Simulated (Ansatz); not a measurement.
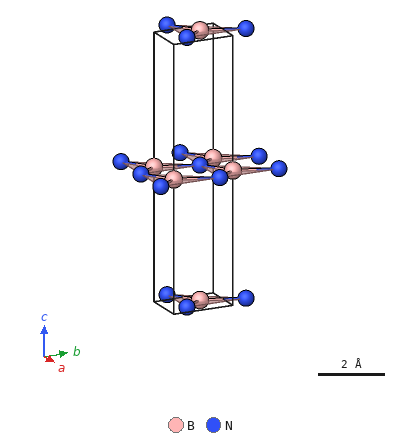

Fig. 1: The input geometry (polyhedral view of the cell of the calculation, seen slightly off an axis; polyhedra are completed across the faces of the cell). An atom can appear more than once, as a periodic image.

# Band-structure calculation of BN

BN (P-6m2, 4 atoms in the cell), computed with DFT r2SCAN, scalar-relativistic, plane waves, PAW, no spin polarisation (Ansatz 0.2.0).

The structure was made by a generator, so it may or may not be a known phase.

Input:
```yaml
crystal:
  lattice:
    - [2.5121490623, 0.0, 0.0]
    - [-1.2560745311, 2.175584906, 0.0]
    - [0.0, 0.0, 8.3518967055]
  atoms:
    - { symbol: B, position: [0.0, 0.0, 0.5] }
    - { symbol: B, position: [0.3333333333, 0.6666666667, 0.0] }
    - { symbol: "N", position: [0.3333333333, 0.6666666667, 0.5] }
    - { symbol: "N", position: [0.6666666667, 0.3333333333, 0.0] }
basis:
  ecutwfc: 500
kpoints:
  mp_grid: { grid: [12, 12, 4] }
  band_path:
    path:
      - [[0.0, 0.0, 0.0], [0.5, 0.0, 0.0], [0.33333333, 0.33333333, 0.0], [0.0, 0.0, 0.0], [0.0, 0.0, 0.5], [0.5, 0.0, 0.5], [0.33333333, 0.33333333, 0.5], [0.0, 0.0, 0.5]]
      - [[0.5, 0.0, 0.5], [0.5, 0.0, 0.0]]
      - [[0.33333333, 0.33333333, 0.5], [0.33333333, 0.33333333, 0.0]]
    npoints: 14
hamiltonian:
  xc: r2scan
scf:
  occupations: { method: gaussian, width: 0.02 }
  n_extra_bands: 10
output:
  forces: true
  stress: true
  eigenvalues: true
  populations: true
  dos: { projected: true, de: 0.02, nscf_kmesh: { grid: [18, 18, 6] } }
  bader: true
  write_density: true
  write_potential: true
  elf: true
  volumetric_format: npy
```

Hardware: 1 thread of Intel Xeon @ 2.70GHz, 189 GiB of memory available, shared host.

Launch command:
```bash
ansatz run input.yaml --threads 1 --pin off --max-ram 2560MiB --backend cpu --events-out ev --progress --plain --runs-dir out
```

Output:
```
scf.n_extra_bands = 10 over 8 filled bands (N_el = 16.0): the run solves 18 bands
Engine: ansatz 0.2.0, x86_64-unknown-linux-gnu
Pseudopotentials: kind: paw
Pseudopotential: B, paw, valence charge 3, recommended cutoff 500 eV (meta_gga), B.paw.azcp
Pseudopotential: N, paw, valence charge 5, recommended cutoff 500 eV (meta_gga), N.paw.azcp
Functional definition: r2SCAN
  parameter k0 = 0.174
  parameter k1 = 0.065
  parameter a1 = 4.9479
  exchange = r2scan_x(k0 = k0, k1 = k1, a1 = a1)
  correlation = r2scan_c
Crystal: 4 atoms, lattice volume = 45.646 Å³
Basis set: ecut = 500 eV, 1165 PW (Γ), exchange–correlation on 80×80×256 points (64 copies of the dense FFT grid, shifted against one another)
Bands: 18, of which v1, the nominal top of the filled ones, is band 8 counted from 1 (7 counted from 0)
Symmetry: 12 space group operations
Space group: P-6m2 (ITA 187), of the structure as read, at distance tolerance 3.6e-5 Å
k-points: 57 of 576 (time reversal used)
Non-local potential: B, projectors of the file, l = 0: 2, l = 1: 2, l = 2: 1
Non-local potential: N, projectors of the file, l = 0: 2, l = 1: 2, l = 2: 1
PAW form: soft (Blöchl's): semilocal exchange-correlation on the pseudo side does not see the compensation charge
PAW frozen core: B, regenerated for the run's functional (the file was generated under x = pbe(κ = 0.804, μ = 0.2195149727645171), c = pbe(β = 0.06672455060314922))
PAW frozen core: N, regenerated for the run's functional (the file was generated under x = pbe(κ = 0.804, μ = 0.2195149727645171), c = pbe(β = 0.06672455060314922))
PAW one-centre angular grid: B, 302 points (default); XC on 160 Gauss nodes
PAW one-centre angular grid: N, 302 points (default); XC on 160 Gauss nodes
Initial density: superposition of atomic densities (neutral atoms: chi_scale 0, normalization atom), corrected by the library's trained network
Initial wavefunctions: pseudopotential atomic-orbital guess
Functional: x = r2scan, c = r2scan; τ floored in thin density (d = 2e-4 eV/Å³)
SCF iter   1: F=—  HF=-1088.070356 eV  |F-HF|=—  |Δ(HF+E_count)|=         —  Δρ=7.83e-3  dr2=1.66e-2  dr2_τ=6.70e-1  ethr=1.77e-3  ⟨swp⟩=6.3  Hψ=5453  notcnv=0  defer=9
preconditioner: auto → none  [insulator: Δε(μ)=4.606 eV  Ē_g=20.124 eV  σ=0.020 eV  W_gap=1.00  n_scr=6 (ndim 8)  ℏωp=22.0 eV  f_vac=0.232  D(μ)=0.00/eV (n_scr^D=0)  ε∞_Penn≈2.2]
SCF iter   2: F=—  HF=-1088.204181 eV  |F-HF|=—  |Δ(HF+E_count)|=   1.34e-1  Δρ=4.97e-3  dr2=4.27e-3  dr2_τ=2.94e-4  ethr=1.04e-4  ⟨swp⟩=2.8  Hψ=2533  notcnv=0  defer=169
SCF iter   3: F=—  HF=-1088.204441 eV  |F-HF|=—  |Δ(HF+E_count)|=   2.60e-4  Δρ=9.27e-4  dr2=3.36e-4  dr2_τ=1.32e-4  ethr=2.67e-5  ⟨swp⟩=3.3  Hψ=1730  notcnv=0  defer=169
SCF iter   4: F=—  HF=-1088.204379 eV  |F-HF|=—  |Δ(HF+E_count)|=   6.20e-5  Δρ=3.18e-4  dr2=3.67e-5  dr2_τ=2.39e-6  ethr=2.10e-6  ⟨swp⟩=2.1  Hψ=1257  notcnv=0  defer=169
SCF iter   5: F=—  HF=-1088.204371 eV  |F-HF|=—  |Δ(HF+E_count)|=   8.05e-6  Δρ=1.39e-4  dr2=6.24e-6  dr2_τ=5.78e-7  ethr=2.30e-7  ⟨swp⟩=2.1  Hψ=1319  notcnv=0  defer=169
SCF iter   6: F=—  HF=-1088.204372 eV  |F-HF|=—  |Δ(HF+E_count)|=   4.34e-7  Δρ=6.71e-5  dr2=1.51e-6  dr2_τ=3.36e-8  ethr=3.90e-8  ⟨swp⟩=2.1  Hψ=1051  notcnv=0  defer=169
SCF iter   7: F=—  HF=-1088.204372 eV  |F-HF|=—  |Δ(HF+E_count)|=   4.22e-8  Δρ=1.92e-5  dr2=1.22e-7  dr2_τ=2.06e-9  ethr=9.43e-9  ⟨swp⟩=2.5  Hψ=1324  notcnv=0  defer=169
SCF iter   8: F=-1088.204372 eV  HF=-1088.204372 eV  |F-HF|=2.57e-11  |Δ(HF+E_count)|=   1.68e-8  Δρ=2.01e-6  dr2=1.27e-9  dr2_τ=2.56e-11  ethr=6.25e-10  ⟨swp⟩=12.8  Hψ=6091  notcnv=0
SCF 1 converged in 8 iterations: F = -1088.204372 eV  dr2 = 1.27e-9
  greatest PAW one-centre occupation: 0.804 electrons in one spin orbital (limit 2), on the N atom at site 2 (counted from 0), in its partial waves of l = 0
```

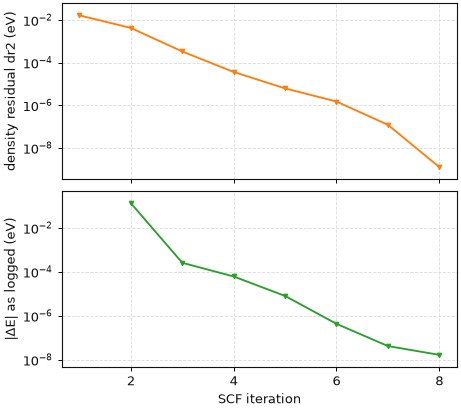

Fig. 2: Convergence of the self-consistent field: density residual dr2 and size of the energy change against the SCF iteration. The residual falls at every step.

```
NSCF: frozen V_eff on 129 k-points
NSCF: frozen V_eff on 148 k-points
SCF converged after 8 iterations
Free energy (F): -1088.204372 eV
Harris-Foulkes:  -1088.204372 eV  (|F-HF|=2.57e-11)
Internal energy: -1088.204372 eV  (E = F + TS)
E sigma→0 (E₀):  -1088.204372 eV
Fermi energy:    4.601686 eV
--- Per-component energies (eV) ---
  E_band       = -82.796736
  E_kinetic    = 365.674675
  E_local      = -957.163552  (includes V_loc(G=0)·N_el)
  E_nonlocal   = 113.816812
  E_hartree    = 339.484918
  E_xc         = -181.454290
  E_vxc        = -251.856633  (∫ρ·V_xc dr)
  E_paw        = -419.501648  (= ΣΔE_a)
  E_vpaw       = -46.849288  (= ΣTr[D̂ρ^β])
  E_aug_tail   = 0.000042  (compensation charges beyond the density's cutoff)
  E_vtau       = 14.611632  (kinetic-family band-sum trace: ∫τ·v_τ [+ j·A + Jᵃ·Aᵃ] dr)
  E_ewald      = -348.965316
  E_core_change = -0.096013  (= ΣΔE_core)
  E_smearing   = -0.000000  (= −TS)
  E_closure    = -0.000000  (closes the sum)
  Σ components = -1088.204372   (vs F -1088.204372, Δ=0.00e0)
--- Forces (eV/Å), atoms counted from 1 ---
  atom   1  B      0.00000000     0.00000000    -0.00000000
  atom   2  B     -0.00000000     0.00000000    -0.00000000
  atom   3  N      0.00000000     0.00000000     0.00000000
  atom   4  N      0.00000000     0.00000000     0.00000000
  max |Σ_I F_I| component: 9.25e-17 eV/Å
--- Stress (GPa, compression-positive) ---
       -4.014338       0.000000      -0.000000
        0.000000      -4.014338      -0.000000
       -0.000000      -0.000000      -0.836549
  P = ⅓ Tr σ = -2.9551 GPa (-29.551 kbar)
--- Band table (eV; the first three rows and the last of 57) ---
  k-point 0: bands = ["-16.3493", "-16.3094", "-3.3707", "-2.7566", "0.9056", "0.9056", "0.9154", "0.9154", "6.9186", "10.4174", "12.9799", "14.6135", "14.6135", "14.6272", "14.6272", "15.7597", "16.6749", "17.6723"]
  k-point 1: bands = ["-16.3439", "-16.3149", "-3.2887", "-2.8556", "0.9057", "0.9057", "0.9154", "0.9154", "7.2788", "9.5674", "13.7309", "14.6146", "14.6146", "14.6260", "14.6260", "15.4762", "16.8394", "17.4831"]
  k-point 2: bands = ["-16.3340", "-16.3248", "-3.0849", "-3.0761", "0.9057", "0.9057", "0.9154", "0.9154", "8.2553", "8.2587", "14.6161", "14.6161", "14.6245", "14.6245", "14.7679", "14.7688", "17.1435", "17.1578"]
  k-point 56: bands = ["-12.6120", "-12.6024", "-5.8173", "-5.8087", "-5.2009", "-5.1915", "2.2746", "2.2847", "7.5867", "7.5976", "14.6997", "15.0046", "16.4136", "17.6971", "17.7215", "18.0314", "19.1249", "20.9159"]
--- Löwdin populations: 4 sites ---
  site symbol       q [e]
     0      B      2.5433
     1      B      2.5435
     2      N      5.3904
     3      N      5.3908
  spilling = 0.008258 (of n_electrons = 16.000000)
--- Bader charges: 4 sites ---
  site symbol  charge [e]  shift [e]
     0      B      2.2992     0.0003
     1      B      2.2992     0.0003
     2      N     -2.2989     0.0003
     3      N     -2.2994     0.0003
  estimated error of the sums over rays = 3.2e-4 e
```

File bader_charges.tsv:
```
# site	symbol	x_ang	y_ang	z_ang	partial_charge_e	electrons	volume_ang3	relative_density_drop	shared_charge_e	partial_wave_shift_e
# quadrature_error_electrons = 3.2e-4
0	B	0.0000	0.0000	4.1759	2.29916	2.70084	2.18	-	2.29916	0.00030
1	B	0.0000	1.4504	0.0000	2.29916	2.70084	2.21	-	2.29916	0.00030
2	N	0.0000	1.4504	4.1759	-2.29895	9.29895	20.33	-	-2.29895	0.00030
3	N	1.2561	0.7252	0.0000	-2.29936	9.29936	20.27	-	-2.29936	0.00030
```

File populations.tsv:
```
# site	symbol	l	j	q
# orbitals = lowdin
# n_electrons = 16.000000
# spilling = 0.008258
0	B	0_2S	-	0.621386
0	B	1_2P	-	1.921872
1	B	0_2S	-	0.621390
1	B	1_2P	-	1.922074
2	N	0_2S	-	1.170680
2	N	1_2P	-	4.219672
3	N	0_2S	-	1.170627
3	N	1_2P	-	4.220164
```

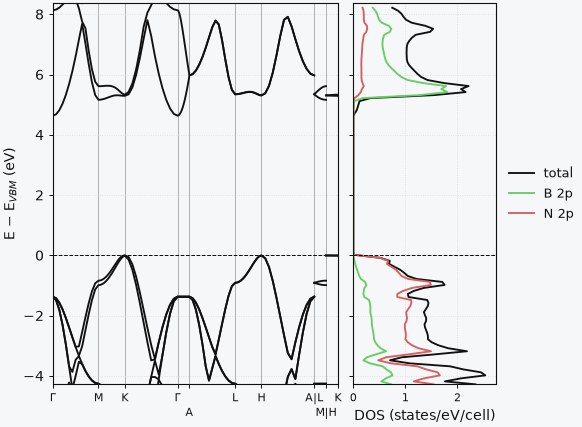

Fig. 3: Band structure along Γ–M–K–Γ–A–L–H–A|L–M|H–K and density of states (projected on Löwdin-orthogonalised atomic shells), with energies from the valence-band top. There is a gap of 4.63 eV on this path, indirect, from H to Γ.

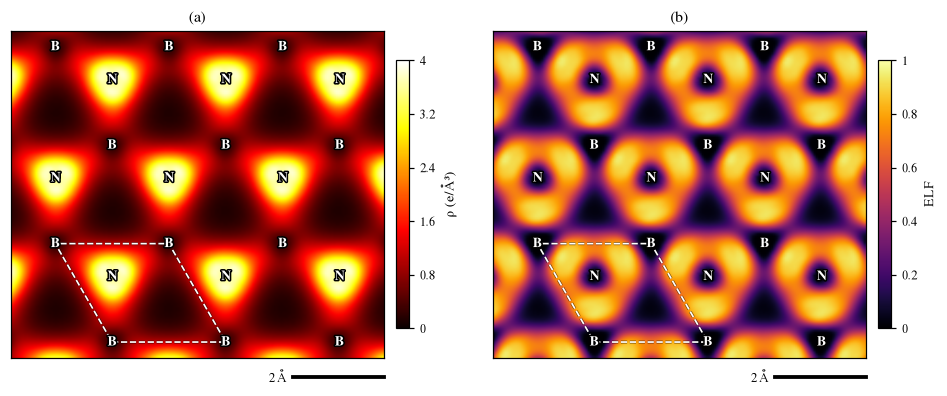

Fig. 4: (a) valence charge density (pseudo); (b) electron localisation function on the (001) plane of the conventional cell. The section cuts through B and N sites. Away from the nuclei the density in this plane falls to 0.13 e/Å³ at its lowest. Core electrons are frozen (PAW), so the fields are smoothed inside the atomic spheres.

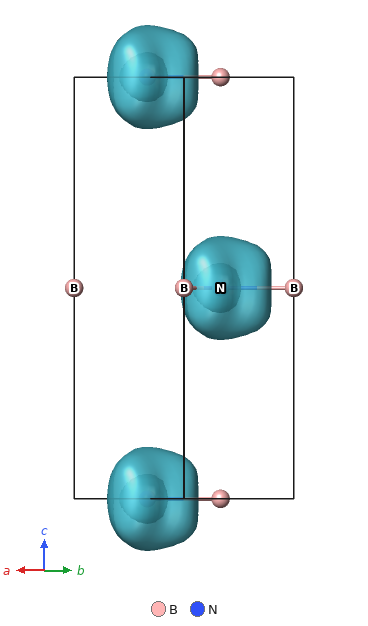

Fig. 5: Isosurface of the ELF at 0.7 (cyan), seen along [110]. Only the valence region is drawn (cores and ρ < 0.01 e/Å³ removed). Sticks mark near contacts. The outline is the cell set on symmetry axes. Values along the shortest contacts:

Key numbers:

```tsv
quantity	value
outcome	converged
space group (tolerance 0.01 Å)	P-6m2 (187)
electrons treated	16
free energy	−1088.2044 eV
Fermi energy	4.602 eV
gap on the k-point mesh	4.63 eV
gap on the band path	4.63 eV
pressure	−2.96 GPa
largest force (length of the vector)	under 0.001 eV/Å
wall time	77 s
peak memory	0.46 GiB
```
